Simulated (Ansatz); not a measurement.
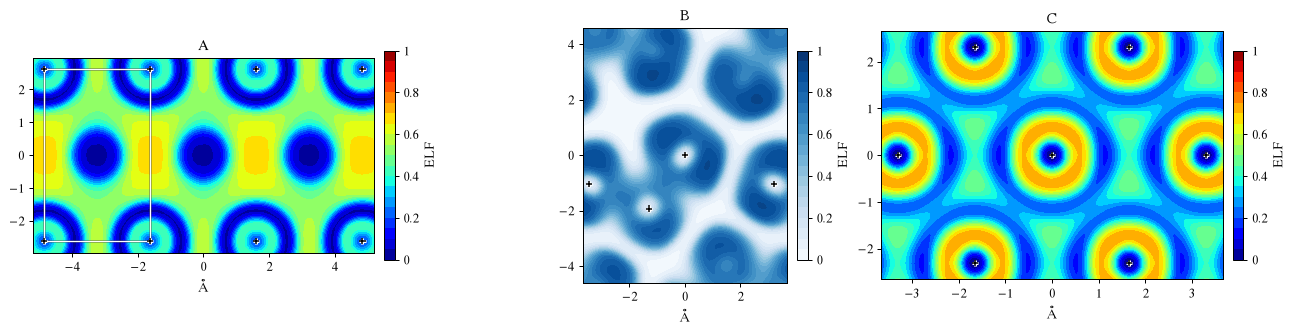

The electron localisation function of 3 systems, each on a plane through atoms (crosses mark nuclei in the plane).

Level of theory: Ansatz 0.2.0, DFT, PBEsol, PAW with Ansatz's default frozen-core files, scalar-relativistic.

System 1: Se, the (110) plane of the conventional cell. Space group P-1; changed on purpose from its base cell (equal xy, yz and zx shear strains of +3 %, PAW files); not relaxed (largest force 0.6 eV/Å).

```
Se
1.0
     0.06643    0.06643    4.42899
     5.60966   -3.21686   -1.44031
     0.07625    6.53771   -1.37793
Se
6
Direct
  0.28066 0.11815 0.36248
  0.91818 0.63752 0.75567
  0.16251 0.24433 0.88185
  0.71934 0.88185 0.63752
  0.08182 0.36248 0.24433
  0.83749 0.75567 0.11815
```

System 2: Ta, the (110) plane of the conventional cell. Space group I4/mmm; changed on purpose from its base cell (equal xx and yy strain of -1 %, PAW files); computed without spin polarisation.

System 3: Mg, the (010) plane of the conventional cell. Space group P6₃/mmc.

**Match each panel to its system.**

Panel A is system 3, Mg: the plane holds Mg. Mg–Mg (3.23 Å): the ELF reaches about 0.55 near the midpoint. Panel B is system 1, Se: the plane holds Se. Se–Se (2.33 Å): the ELF peaks at about 0.70 between the atoms. Panel C is system 2, Ta: the plane holds Ta. Ta–Ta (2.84 Å): the ELF is about 0.30 at the midpoint: no shared electron pair shows on this line.
